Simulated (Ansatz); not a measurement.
Geometry relaxation, with input and output: Mo13S24 (charge +1) (part 3 of 3)

Mo13S24 (defect cell, 37 atoms in the cell, total charge +1); DFT PBE+D3(BJ), scalar-relativistic, plane waves, PAW, spin-polarised (Ansatz 0.2.0); cutoff 420 eV, 2×2×2 k-mesh, Gaussian smearing of 0.01 eV, collinear spins. The structure derives from a Materials Project entry. It belongs to a series of runs on one base structure; here: Mo interstitial, charge +1, atoms relaxed at the host's cell, started again with a moment of 3 μB.

## Output, continued
```
--- Relaxed structure (2 steps of the walk, 2 accepted, 0 SCFs on fresh bases) ---
  F+E_penalty+E_count = -86132.39690012 eV   max|allowed force component| = 9.385e-3 eV/Å
  atoms:
    - { symbol: Mo, position: [0.5026575242333333, 0.4997778536833333, 0.0006649898833334111] }
    - { symbol: Mo, position: [0.16688881298333336, 0.16400914243333337, 0.6660016767833334] }
    - { symbol: Mo, position: [0.33333333333333326, 0.8385680283833334, 0.8280986382833333] }
    - { symbol: Mo, position: [0.3333333333333333, 0.33333333333333337, 0.3333333333333333] }
    - { symbol: Mo, position: [0.8280986382833333, 0.3333333333333332, 0.8385680283833334] }
    - { symbol: Mo, position: [0.4997778536833334, 1.0006649898833333, 0.5026575242333333] }
    - { symbol: Mo, position: [0.16400914243333328, 0.6660016767833333, 0.16688881298333333] }
    - { symbol: Mo, position: [-0.006505621516666726, 0.9934943784833334, -0.006505621516666726] }
    - { symbol: Mo, position: [0.6731722881833333, 0.6731722881833334, 0.6731722881833333] }
    - { symbol: Mo, position: [0.0006649898833333001, 0.5026575242333333, 0.4997778536833334] }
    - { symbol: Mo, position: [0.6660016767833334, 0.1668888129833333, 0.16400914243333342] }
    - { symbol: Mo, position: [0.8385680283833334, 0.8280986382833333, 0.33333333333333337] }
    - { symbol: S, position: [0.42980108158333336, 0.5923620956833335, 0.7536752955833337] }
    - { symbol: S, position: [0.08737069268333336, 0.2562992877333333, 0.42095886978333336] }
    - { symbol: S, position: [0.25605267183333325, 0.9206621609833333, 0.5846887637333334] }
    - { symbol: S, position: [0.2562992877333333, 0.4209588697833333, 0.08737069268333333] }
    - { symbol: S, position: [0.7536752955833335, 0.42980108158333324, 0.5923620956833332] }
    - { symbol: S, position: [0.4209588697833334, 0.08737069268333336, 0.2562992877333334] }
    - { symbol: S, position: [0.08617479723333332, 0.7443272243833334, 0.9127555140833334] }
    - { symbol: S, position: [0.9127555140833334, 0.08617479723333327, 0.7443272243833334] }
    - { symbol: S, position: [0.5923620956833333, 0.7536752955833333, 0.4298010815833333] }
    - { symbol: S, position: [0.9206621609833335, 0.5846887637333333, 0.2560526718333334] }
    - { symbol: S, position: [0.5846887637333333, 0.25605267183333336, 0.9206621609833334] }
    - { symbol: S, position: [0.7443272243833334, 0.9127555140833331, 0.08617479723333316] }
    - { symbol: S, position: [0.24570779688333325, 0.4103673789333333, 0.5792959739833334] }
    - { symbol: S, position: [0.9129913710833333, 0.07430457098333326, 0.2368655850833334] }
    - { symbol: S, position: [0.08197790293333318, 0.7460045056833334, 0.4106139948333333] }
    - { symbol: S, position: [0.07430457098333332, 0.23686558508333339, 0.9129913710833333] }
    - { symbol: S, position: [0.5792959739833334, 0.24570779688333325, 0.4103673789333333] }
    - { symbol: S, position: [0.23686558508333325, 0.9129913710833334, 0.07430457098333332] }
    - { symbol: S, position: [0.9223394422833334, 0.5804918694333332, 0.7539111525833334] }
    - { symbol: S, position: [0.7539111525833333, 0.9223394422833334, 0.5804918694333334] }
    - { symbol: S, position: [0.4103673789333334, 0.5792959739833333, 0.24570779688333336] }
    - { symbol: S, position: [0.7460045056833333, 0.41061399483333316, 0.08197790293333335] }
    - { symbol: S, position: [0.41061399483333333, 0.08197790293333329, 0.7460045056833333] }
    - { symbol: S, position: [0.5804918694333334, 0.7539111525833334, 0.9223394422833333] }
    - { symbol: Mo, position: [0.8333333333333333, 0.8333333333333333, 0.8333333333333331] }
--- Löwdin populations: 37 sites ---
  site symbol       q [e]    m [muB]
     0     Mo     13.6726     0.0126
     1     Mo     13.6726     0.0126
     2     Mo     13.6845     0.0175
     3     Mo     13.6581     0.0116
     4     Mo     13.6845     0.0175
     5     Mo     13.6726     0.0126
     6     Mo     13.6726     0.0126
     7     Mo     13.6757    -0.0405
     8     Mo     13.6757    -0.0405
     9     Mo     13.6726     0.0126
    10     Mo     13.6726     0.0126
    11     Mo     13.6845     0.0175
    12      S      6.0153     0.0034
    13      S      6.0378     0.0027
    14      S      6.0077    -0.0014
    15      S      6.0378     0.0027
    16      S      6.0153     0.0034
    17      S      6.0378     0.0027
    18      S      6.0322     0.0256
    19      S      6.0322     0.0256
    20      S      6.0153     0.0034
    21      S      6.0077    -0.0014
    22      S      6.0077    -0.0014
    23      S      6.0322     0.0256
    24      S      6.0378     0.0027
    25      S      6.0153     0.0034
    26      S      6.0077    -0.0014
    27      S      6.0153     0.0034
    28      S      6.0378     0.0027
    29      S      6.0153     0.0034
    30      S      6.0322     0.0256
    31      S      6.0322     0.0256
    32      S      6.0378     0.0027
    33      S      6.0077    -0.0014
    34      S      6.0077    -0.0014
    35      S      6.0322     0.0256
    36     Mo     13.7618     0.7404
  spilling = 0.007944 (of n_electrons = 325.000000)
```

## File populations.tsv
```
# site	symbol	l	j	q_up	q_dn
# orbitals = lowdin
# n_electrons = 325.000000
# spilling = 0.007944
0	Mo	0_4S	-	0.983020	0.983003
0	Mo	0_5S	-	0.260061	0.259506
0	Mo	1_4P	-	2.996713	2.996698
0	Mo	2_4D	-	2.602794	2.590780
1	Mo	0_4S	-	0.983020	0.983003
1	Mo	0_5S	-	0.260061	0.259506
1	Mo	1_4P	-	2.996713	2.996698
1	Mo	2_4D	-	2.602794	2.590780
2	Mo	0_4S	-	0.983058	0.983055
2	Mo	0_5S	-	0.259958	0.259743
2	Mo	1_4P	-	2.996462	2.996447
2	Mo	2_4D	-	2.611533	2.594250
3	Mo	0_4S	-	0.982837	0.982835
3	Mo	0_5S	-	0.259962	0.259840
3	Mo	1_4P	-	2.996915	2.996902
3	Mo	2_4D	-	2.595144	2.583711
4	Mo	0_4S	-	0.983058	0.983055
4	Mo	0_5S	-	0.259958	0.259743
4	Mo	1_4P	-	2.996462	2.996447
4	Mo	2_4D	-	2.611533	2.594250
5	Mo	0_4S	-	0.983020	0.983003
5	Mo	0_5S	-	0.260061	0.259506
5	Mo	1_4P	-	2.996713	2.996698
5	Mo	2_4D	-	2.602794	2.590780
6	Mo	0_4S	-	0.983020	0.983003
6	Mo	0_5S	-	0.260061	0.259506
6	Mo	1_4P	-	2.996713	2.996698
6	Mo	2_4D	-	2.602794	2.590780
7	Mo	0_4S	-	0.982424	0.982342
7	Mo	0_5S	-	0.259882	0.259827
7	Mo	1_4P	-	2.997293	2.997255
7	Mo	2_4D	-	2.578009	2.618664
8	Mo	0_4S	-	0.982424	0.982342
8	Mo	0_5S	-	0.259882	0.259827
8	Mo	1_4P	-	2.997293	2.997255
8	Mo	2_4D	-	2.578009	2.618664
9	Mo	0_4S	-	0.983020	0.983003
9	Mo	0_5S	-	0.260061	0.259506
9	Mo	1_4P	-	2.996713	2.996698
9	Mo	2_4D	-	2.602794	2.590780
10	Mo	0_4S	-	0.983020	0.983003
10	Mo	0_5S	-	0.260061	0.259506
10	Mo	1_4P	-	2.996713	2.996698
10	Mo	2_4D	-	2.602794	2.590780
11	Mo	0_4S	-	0.983058	0.983055
11	Mo	0_5S	-	0.259958	0.259743
11	Mo	1_4P	-	2.996462	2.996447
11	Mo	2_4D	-	2.611533	2.594250
12	S	0_3S	-	0.882591	0.882072
12	S	1_3P	-	2.126755	2.123887
13	S	0_3S	-	0.885185	0.884742
13	S	1_3P	-	2.135050	2.132829
14	S	0_3S	-	0.885311	0.885273
14	S	1_3P	-	2.117847	2.119242
15	S	0_3S	-	0.885185	0.884742
15	S	1_3P	-	2.135050	2.132829
16	S	0_3S	-	0.882591	0.882072
16	S	1_3P	-	2.126755	2.123887
17	S	0_3S	-	0.885185	0.884742
17	S	1_3P	-	2.135050	2.132829
18	S	0_3S	-	0.856162	0.853655
18	S	1_3P	-	2.172756	2.149614
19	S	0_3S	-	0.856162	0.853655
19	S	1_3P	-	2.172756	2.149614
20	S	0_3S	-	0.882591	0.882072
20	S	1_3P	-	2.126755	2.123887
21	S	0_3S	-	0.885311	0.885273
21	S	1_3P	-	2.117847	2.119242
22	S	0_3S	-	0.885311	0.885273
22	S	1_3P	-	2.117847	2.119242
23	S	0_3S	-	0.856162	0.853655
23	S	1_3P	-	2.172756	2.149614
24	S	0_3S	-	0.885185	0.884742
24	S	1_3P	-	2.135050	2.132829
25	S	0_3S	-	0.882591	0.882072
25	S	1_3P	-	2.126755	2.123887
26	S	0_3S	-	0.885311	0.885273
26	S	1_3P	-	2.117847	2.119242
27	S	0_3S	-	0.882591	0.882072
27	S	1_3P	-	2.126755	2.123887
28	S	0_3S	-	0.885185	0.884742
28	S	1_3P	-	2.135050	2.132829
29	S	0_3S	-	0.882591	0.882072
29	S	1_3P	-	2.126755	2.123887
30	S	0_3S	-	0.856162	0.853655
30	S	1_3P	-	2.172756	2.149614
31	S	0_3S	-	0.856162	0.853655
31	S	1_3P	-	2.172756	2.149614
32	S	0_3S	-	0.885185	0.884742
32	S	1_3P	-	2.135050	2.132829
33	S	0_3S	-	0.885311	0.885273
33	S	1_3P	-	2.117847	2.119242
34	S	0_3S	-	0.885311	0.885273
34	S	1_3P	-	2.117847	2.119242
35	S	0_3S	-	0.856162	0.853655
35	S	1_3P	-	2.172756	2.149614
36	Mo	0_4S	-	0.988458	0.988145
36	Mo	0_5S	-	0.252850	0.234896
36	Mo	1_4P	-	2.994597	2.994433
36	Mo	2_4D	-	3.015222	2.293216
```

## Trajectory as extended XYZ (Å, eV, eV/Å), 2 frames, from step=1 to step=2
```
37
Lattice="3.1495 5.4550 -6.6452 3.1495 -5.4550 -6.6452 -6.2989 0.0000 -6.6452" Properties=species:S:1:pos:R:3:forces:R:3 step=1 energy=-86132.39690
Mo    3.1530    0.0157   -6.6658    0.0065  -0.0025   0.0023
Mo   -3.1530    0.0157   -6.6246   -0.0065  -0.0025  -0.0023
Mo   -1.5253   -2.7561  -13.2903   -0.0043   0.0025   0.0000
Mo    0.0000    0.0000   -6.6452    0.0000   0.0000   0.0000
Mo   -1.6242    2.6990  -13.2903    0.0043   0.0025   0.0000
Mo    1.5594   -2.7324  -13.3109   -0.0011   0.0069   0.0023
Mo    1.5629   -2.7384   -6.6246    0.0054  -0.0044  -0.0023
Mo    3.1495   -5.4550   -6.5155    0.0000   0.0000  -0.0050
Mo    0.0000    0.0000  -13.4200    0.0000   0.0000   0.0050
Mo   -1.5629   -2.7384   -6.6658   -0.0054  -0.0044   0.0023
Mo    1.5901    2.7227   -6.6246    0.0011   0.0069  -0.0023
Mo    3.1495    0.0571  -13.2903    0.0000  -0.0050   0.0000
S    -1.5281   -0.8868  -11.8007    0.0036   0.0012  -0.0045
S    -1.5692   -0.9215   -5.0811   -0.0028  -0.0030  -0.0027
S     0.0231   -3.6255  -11.7048   -0.0045   0.0029  -0.0040
S     1.5827   -0.8982   -5.0811    0.0039  -0.0009  -0.0027
S    -0.0039    1.7667  -11.8007   -0.0008  -0.0037  -0.0045
S    -0.0134    1.8197   -5.0811   -0.0012   0.0039  -0.0027
S    -3.1338   -3.5902  -11.5842    0.0007  -0.0093  -0.0005
S    -1.5424    4.5090  -11.5842   -0.0084   0.0041  -0.0005
S     1.5320   -0.8800  -11.8007   -0.0028   0.0026  -0.0045
S     3.1282    1.8327  -11.7048   -0.0003  -0.0053  -0.0040
S    -3.1513    1.7927  -11.7048    0.0048   0.0024  -0.0040
S     4.6761   -0.9188  -11.5842    0.0077   0.0052  -0.0005
S    -1.5827   -0.8982   -8.2092   -0.0039  -0.0009   0.0027
S     1.6175    4.5751   -8.1348    0.0028   0.0026   0.0045
S     0.0213   -3.6223   -8.2307    0.0003  -0.0053   0.0040
S    -4.7709   -0.8868   -8.1348   -0.0036   0.0012   0.0045
S     0.0134    1.8197   -8.2092    0.0012   0.0039   0.0027
S     3.1534   -3.6883   -8.1348    0.0008  -0.0037   0.0045
S    -0.0157    1.8648  -14.9964   -0.0007  -0.0093   0.0005
S     1.6228   -0.9188  -14.9964   -0.0077   0.0052   0.0005
S     1.5692   -0.9215   -8.2092    0.0028  -0.0030   0.0027
S     3.1264    1.8296   -8.2307    0.0045   0.0029   0.0040
S    -3.1476    1.7927   -8.2307   -0.0048   0.0024   0.0040
S    -1.6071   -0.9460  -14.9964    0.0084   0.0041   0.0005
Mo    0.0000    0.0000  -16.6129    0.0000   0.0000   0.0000
37
Lattice="3.1495 5.4550 -6.6452 3.1495 -5.4550 -6.6452 -6.2989 0.0000 -6.6452" Properties=species:S:1:pos:R:3:forces:R:3 step=2 energy=-86132.39690
Mo    3.1530    0.0157   -6.6658    0.0065  -0.0025   0.0023
Mo   -3.1530    0.0157   -6.6246   -0.0065  -0.0025  -0.0023
Mo   -1.5253   -2.7561  -13.2903   -0.0043   0.0025   0.0000
Mo    0.0000    0.0000   -6.6452    0.0000   0.0000   0.0000
Mo   -1.6242    2.6990  -13.2903    0.0043   0.0025   0.0000
Mo    1.5594   -2.7324  -13.3109   -0.0011   0.0069   0.0023
Mo    1.5629   -2.7384   -6.6246    0.0054  -0.0044  -0.0023
Mo    3.1495   -5.4550   -6.5155    0.0000   0.0000  -0.0050
Mo    0.0000    0.0000  -13.4200    0.0000   0.0000   0.0050
Mo   -1.5629   -2.7384   -6.6658   -0.0054  -0.0044   0.0023
Mo    1.5901    2.7227   -6.6246    0.0011   0.0069  -0.0023
Mo    3.1495    0.0571  -13.2903    0.0000  -0.0050   0.0000
S    -1.5281   -0.8868  -11.8007    0.0037   0.0012  -0.0045
S    -1.5692   -0.9215   -5.0811   -0.0027  -0.0029  -0.0027
S     0.0231   -3.6255  -11.7048   -0.0045   0.0029  -0.0039
S     1.5827   -0.8982   -5.0811    0.0039  -0.0009  -0.0027
S    -0.0039    1.7667  -11.8007   -0.0008  -0.0038  -0.0045
S    -0.0134    1.8197   -5.0811   -0.0012   0.0038  -0.0027
S    -3.1338   -3.5902  -11.5842    0.0007  -0.0094  -0.0006
S    -1.5424    4.5090  -11.5842   -0.0085   0.0041  -0.0006
S     1.5320   -0.8800  -11.8007   -0.0029   0.0026  -0.0045
S     3.1282    1.8327  -11.7048   -0.0003  -0.0053  -0.0039
S    -3.1513    1.7927  -11.7048    0.0048   0.0024  -0.0039
S     4.6761   -0.9188  -11.5842    0.0078   0.0053  -0.0006
S    -1.5827   -0.8982   -8.2092   -0.0039  -0.0009   0.0027
S     1.6175    4.5751   -8.1348    0.0029   0.0026   0.0045
S     0.0213   -3.6223   -8.2307    0.0003  -0.0053   0.0039
S    -4.7709   -0.8868   -8.1348   -0.0037   0.0012   0.0045
S     0.0134    1.8197   -8.2092    0.0012   0.0038   0.0027
S     3.1534   -3.6883   -8.1348    0.0008  -0.0038   0.0045
S    -0.0157    1.8648  -14.9964   -0.0007  -0.0094   0.0006
S     1.6228   -0.9188  -14.9964   -0.0078   0.0053   0.0006
S     1.5692   -0.9215   -8.2092    0.0027  -0.0029   0.0027
S     3.1264    1.8296   -8.2307    0.0045   0.0029   0.0039
S    -3.1476    1.7927   -8.2307   -0.0048   0.0024   0.0039
S    -1.6071   -0.9460  -14.9964    0.0085   0.0041   0.0006
Mo    0.0000    0.0000  -16.6129    0.0000   0.0000   0.0000
```

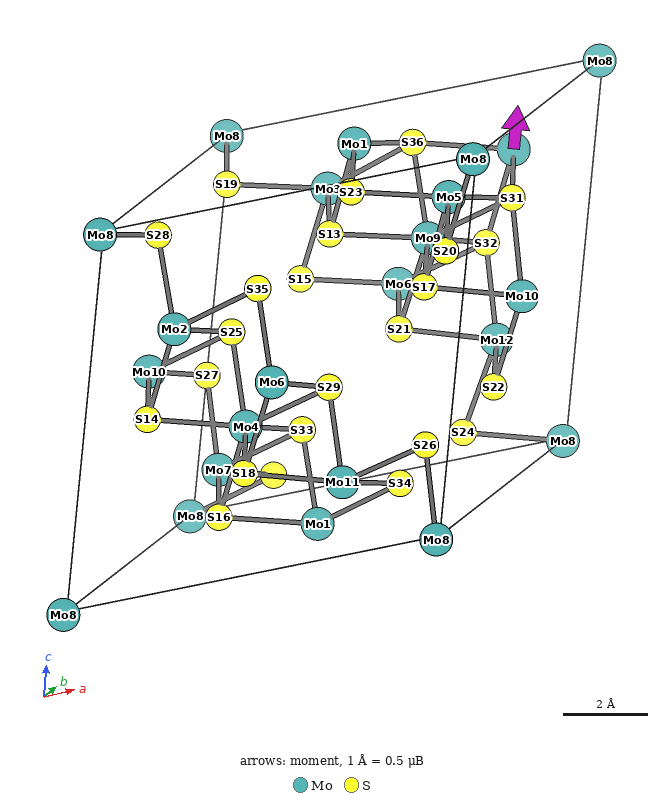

Fig. 1: Magnetic moments of the sites as pink arrows (ball-and-stick view of the cell of the calculation, seen slightly off an axis; atoms are numbered from 1 in the order of the input); small moments hardly show. The run is collinear, so the axis drawn is arbitrary. Site moments: Mo37 (0.54 μB). They are counted near the atoms and needn't add up to the moment of the cell.

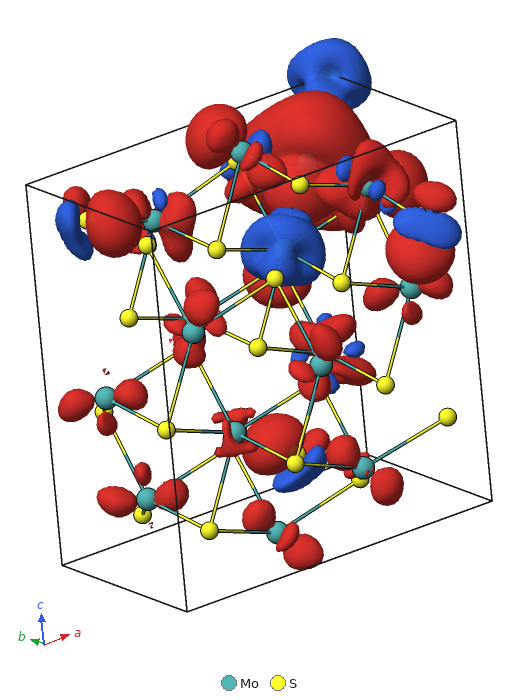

Fig. 2: Isosurfaces of the spin density at +0.004 (red) and −0.004 e/Å³ (blue), seen slightly off an axis. Sticks mark near contacts. The outline is the calculation cell. The spin density sits on Mo: +0.5 μB in one cell of 37 atoms. The cell of the calculation (37 atoms) carries 1.0 μB net. Core electrons are frozen (PAW), so the fields are smoothed inside the atomic spheres.

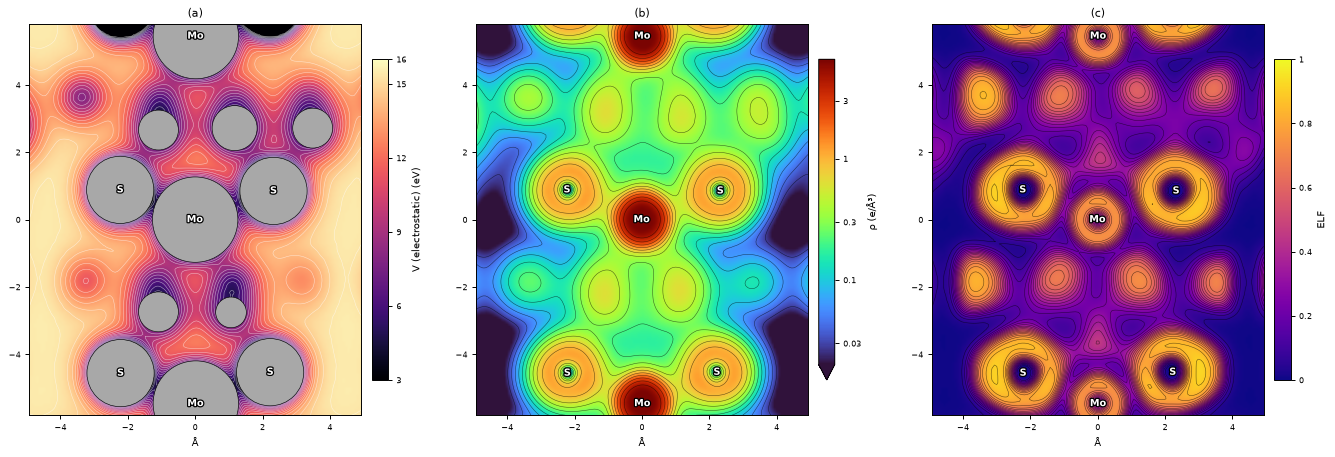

Fig. 3: (a) electrostatic potential (local pseudopotential plus Hartree) felt by an electron; (b) valence electron density; (c) ELF on the (101) plane of the calculation cell. Grey discs, where drawn, cover atomic cores. The section cuts through Mo and S sites. Mo–S (2.40 Å): ρ is about 0.62 e/Å³ halfway; the ELF is about 0.45 at the midpoint. Mo–S (2.48 Å): ρ at the midpoint is about 0.51 e/Å³; the ELF is about 0.40 at the midpoint. Away from the nuclei the density in this plane falls to 0.008 e/Å³ at its lowest. The strong features right at Mo lie inside the PAW spheres (semicore, d or f shells) and say nothing about bonding. Outside the cores the potential energy rises away from the atoms and is highest about 2.2 Å from the nearest atoms; outside the discs it spans about 12 eV, and its zero is arbitrary.

## Results in brief

| quantity | value |
| --- | --- |
| outcome | converged |
| electrons treated | 325 |
| free energy | −86132.3969 eV |
| Fermi energy | 10.916 eV |
| gap on the k-point mesh | 0.14 eV |
| net moment of the cell | 1.00 μB |
| integrated absolute moment | 1.32 μB |
| final volume | 685.00 Å³ |
| largest force (length of the vector) at the end | 0.009 eV/Å |
| wall time | 44 s (CPU time 2.8 min) |
| peak memory | 2.8 GiB |

The cell is charged and computed with a neutralising background, so its energy and pressure depend on the cell and aren't those of a real crystal.
